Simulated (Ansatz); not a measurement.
## Electronic structure of SnO2 in real space

```
Sn O
1.0
     3.16997    0.00000    0.00000
    -1.58498    2.74527    0.00000
     0.00000    0.00000   10.41423
Sn O
2 4
Direct
  0.00000 0.00000 0.50000
  0.00000 0.00000 0.00000
  0.66667 0.33333 0.40481
  0.66667 0.33333 0.09519
  0.33333 0.66667 0.59519
  0.33333 0.66667 0.90481
```

Space group P6₃/mmc; a structure from a database of computed crystals, not necessarily the ambient phase.

These are results of DFT LDA, scalar-relativistic, plane waves, PAW (Ansatz 0.2.0), not measurements.

In a PAW calculation such maps are meaningful between the atoms, not at the nuclei.

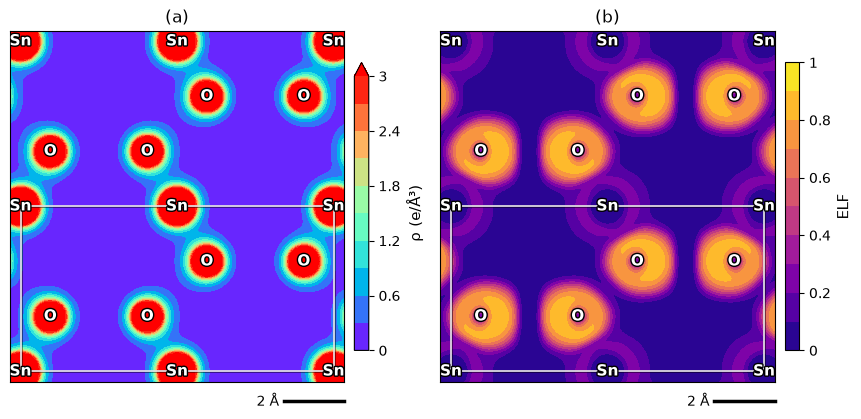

Figure 1. (a) valence electron density; (b) ELF on the (110) plane of the conventional cell.

Question: Interpret the plot.

Answer: The section cuts through Sn and O sites.
Sn–O (2.08 Å): ρ is about 0.66 e/Å³ halfway; the ELF peaks at about 0.80 in the valence shell of O, 0.6 Å from its nucleus, and is about 0.25 at the midpoint: no shared electron pair shows on this line.
Between the atoms the lowest density in this plane is 0.004 e/Å³.
The ELF also peaks beside O, away from the bonds: lone-pair regions.

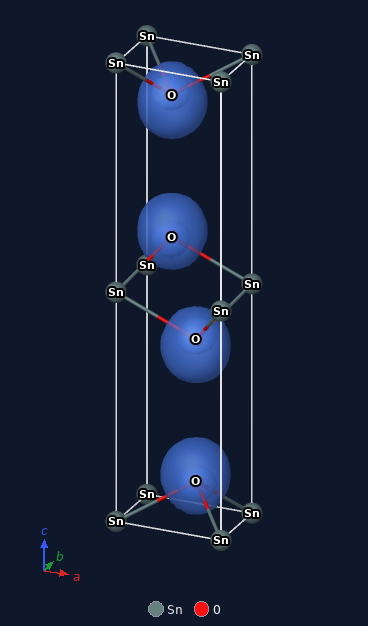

Figure 2. Isosurface of the electron localisation function at 0.75 (blue), seen slightly off an axis. Only the valence region is drawn (cores and ρ < 0.01 e/Å³ removed). Sticks mark near contacts.

Question: What do the ELF domains correspond to?

Answer: The ELF exceeds this value in four regions wrapped around O (the valence shell of each), counted in one cell of 6 atoms. Any copies at cell faces, edges or corners count once.

Question: Does the calculation make it a metal, or give it a gap?

Answer: It is gapped, with a Kohn–Sham gap of 2.3 eV on the k-point mesh (the band edges may lie off the mesh, which would make the gap smaller).
